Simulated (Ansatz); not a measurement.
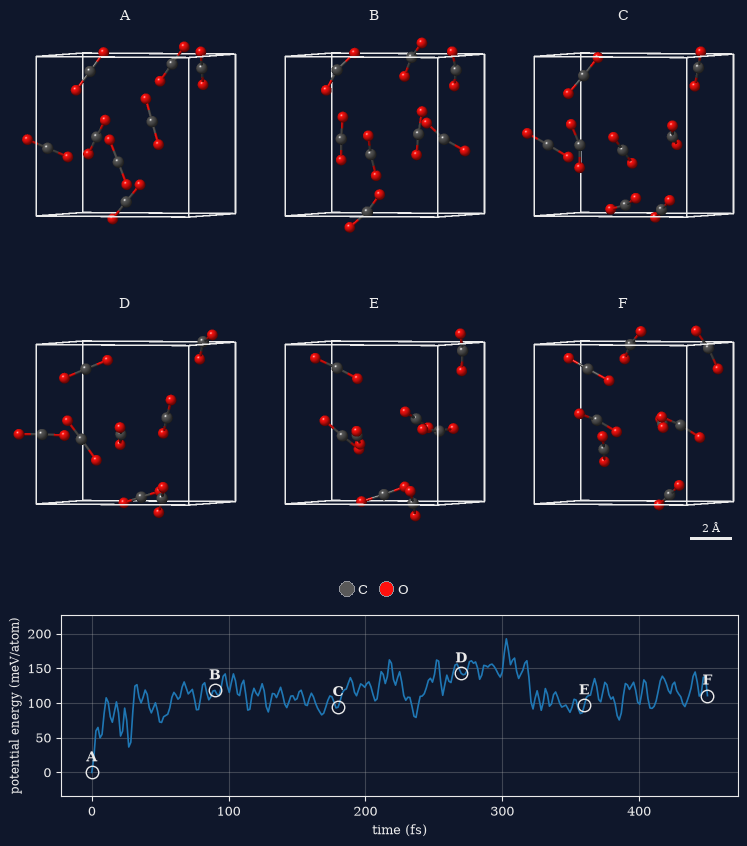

Molecular dynamics of a periodic cell with 8 CO2 at 1.23 g/cm³, 450 fs long. Frames (A at 0 fs, B at 90 fs, C at 180 fs, D at 270 fs, E at 360 fs, F at 450 fs) and the history of the run. The picture is a ball-and-stick view of the simulation cell, seen from a free direction. Atoms that leave the cell re-enter on the other side.

Level of theory: Ansatz 0.2.0, DFT PBE-D3(BJ), scalar-relativistic, plane waves, PAW. Set-up: plane-wave cutoff 420 eV; k-point mesh 1 × 1 × 1; Fermi-Dirac smearing 0.02 eV; low-accuracy preset; Langevin thermostat (NVT); set temperature 1500 K; time step 1.5 fs; friction 0.02 per fs.

Input file:
```yaml
accuracy: low
crystal:
  lattice:
    - [7.803549, 0.0, 0.0]
    - [0.0, 7.803549, 0.0]
    - [0.0, 0.0, 7.803549]
  atoms:
    - { symbol: C, position: [0.81174465, 0.30060754, 0.47712403] }
    - { symbol: O, position: [0.73472583, 0.37104623, 0.584942] }
    - { symbol: O, position: [0.88792182, 0.22979278, 0.36890934] }
    - { symbol: C, position: [0.7338927, 0.69746302, 0.89708146] }
    - { symbol: O, position: [0.80685964, 0.75752578, 0.7804696] }
    - { symbol: O, position: [0.66294848, 0.6383214, 1.01488407] }
    - { symbol: C, position: [0.48041696, 0.91994896, 0.33536922] }
    - { symbol: O, position: [0.53385294, 0.93133572, 0.47507961] }
    - { symbol: O, position: [0.42854994, 0.91003098, 0.19507441] }
    - { symbol: C, position: [0.09387092, 0.39388813, 0.91478947] }
    - { symbol: O, position: [0.06879997, 0.49861561, 1.02023675] }
    - { symbol: O, position: [0.11871625, 0.2891703, 0.80891206] }
    - { symbol: C, position: [0.12989005, 0.91301169, 0.95280098] }
    - { symbol: O, position: [0.03647341, 0.95814755, 1.06205906] }
    - { symbol: O, position: [0.22242311, 0.86816727, 0.84336328] }
    - { symbol: C, position: [0.37137407, 0.55238083, 0.58142334] }
    - { symbol: O, position: [0.41476198, 0.5447343, 0.72464237] }
    - { symbol: O, position: [0.32712133, 0.56011853, 0.43826646] }
    - { symbol: C, position: [0.98177257, 0.79552796, 0.4160399] }
    - { symbol: O, position: [0.87819642, 0.70175373, 0.36051287] }
    - { symbol: O, position: [1.08533673, 0.88875601, 0.47172672] }
    - { symbol: C, position: [0.62950796, 0.26535304, 0.07070616] }
    - { symbol: O, position: [0.72810005, 0.23372525, -0.03771945] }
    - { symbol: O, position: [0.53001512, 0.2941979, 0.17938988] }
basis:
  ecutwfc: 420.0
kpoints:
  mp_grid: { grid: [1, 1, 1] }
hamiltonian:
  xc: pbe
  dispersion: d3bj
scf:
  occupations: { method: fermi_dirac, width: 0.02 }
  lower_state_search: "off"
md:
  timestep: 1.5
  n_steps: 300
  ensemble: nvt_langevin
  temperature: 1500.0
  initial_velocities: maxwell_boltzmann
  seed: 465362
  friction: 0.02
```

Run as
```bash
ansatz run input.yaml --threads 1 --pin off --max-ram 3072MiB --backend cpu --events-out ev --progress --plain --runs-dir out
```

Describe the run.

In the second half of the run the atoms are, in the root-mean-square, this far from where they began (common drift taken out): O 1.37 Å, C 0.92 Å. The molecules turn and drift from their places. The mean temperature in the second half is 1485 K (standard deviation 256 K). The potential energy in the second half lies on average 123 meV per atom above the first frame.

Limits of the set-up: the program's low-accuracy preset was used; the periodic images lie only 7.8 Å apart, so the values are limited by the cell's size.

Cost: 9 min on 1 thread of Intel(R) Xeon(R) 6975P-C (Granite Rapids), with other jobs on the host, peak memory 0.52 GiB.
